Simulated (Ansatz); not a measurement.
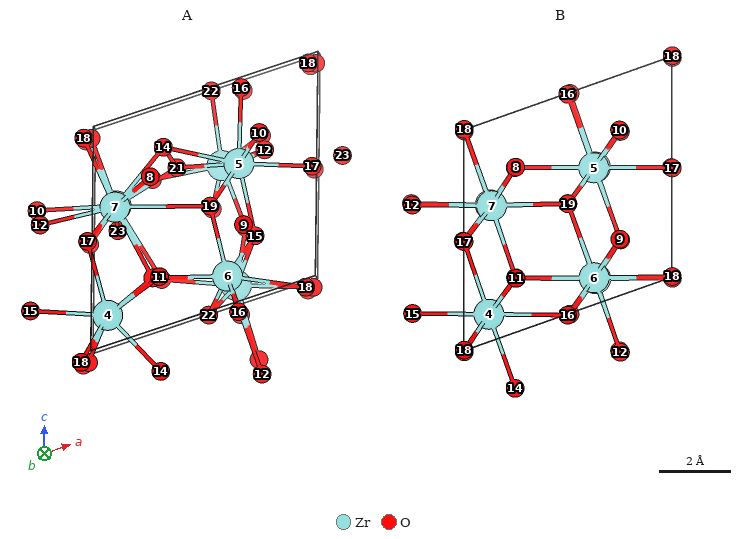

Two geometries of crystalline Zr$_{7}$O$_{16}$ (a generated structure, set up in P1) (coarse preliminary run), drawn at one scale. One is the start of a relaxation, the other its converged end. Style: ball-and-stick. Shown: the cell of the calculation, reduced to other axes (origin shifted), along the b axis. Lengths and directions refer to the drawn axes.

Method: DFT PBE, scalar-relativistic, plane waves, PAW in Ansatz 0.2.0. Set-up: plane-wave cutoff 420 eV; k-point mesh 2 × 2 × 2; occupations gaussian; smearing width 0.1 eV; mesh shifted by (0.5, 0.5, 0.5); no spin polarisation; cell and atoms relaxed; force threshold 0.04 eV/Å; at most 50 steps.

Question: Which geometry has the lower energy?

Answer: Structure A is the relaxed one. Case: 1 of 8 Zr atoms taken out at random. After 26 accepted moves (34 points after the start) the energy has fallen by 111 meV per atom. Largest force component: 0.99 eV/Å at the start, 0.031 eV/Å at the end. The pressure goes from −1.53 to −0.02 GPa. The line search rejected the trial steps at points 3, 11, 23, 26, 29, 31 of the run. The SCF was repeated twice at an unchanged geometry on a basis and grid sized afresh for the cell, which shifted the energy by 8.4 meV per atom at most. The largest move relative to the cell is that of an O atom, 1.46 Å along [−2 −2 3]. Largest moves by element: O 1.46 Å, Zr 0.40 Å. The volume changes by +9.6 %, with a 7.235 → 7.647 Å (+5.7 %), b 7.235 → 7.242 Å (+0.1 %), c 7.235 → 7.285 Å (+0.7 %), α 60.0° → 61.5°, β 60.0° → 61.0°, γ 60.0° → 61.3°. Some distances before and after: O–Zr 2.274 → 3.825 Å, O–Zr 2.236 → 3.721 Å, O–Zr 2.155 → 3.432 Å, O–O 2.562 → 1.469 Å. Bonds break: O–Zr (2.15 → 3.43 Å), O–Zr (2.23 → 3.02 Å), O–Zr (2.24 → 3.72 Å), O–Zr (2.26 → 2.96 Å). Among the angles between lasting bonds that change: Zr–O–Zr 110.4° → 152.7°, Zr–O–Zr 112.6° → 149.7°, O–Zr–O 109.1° → 73.5°. The space group stays P1 (No. 1). Cost: 3.6 min on 4 threads of Intel(R) Xeon(R) Platinum 8259CL CPU @ 2.50GHz (Skylake/Cascade Lake) (shared host), peak memory 1 GiB.

Limits of the set-up: the k-point mesh is coarse for a cell with partly filled bands.
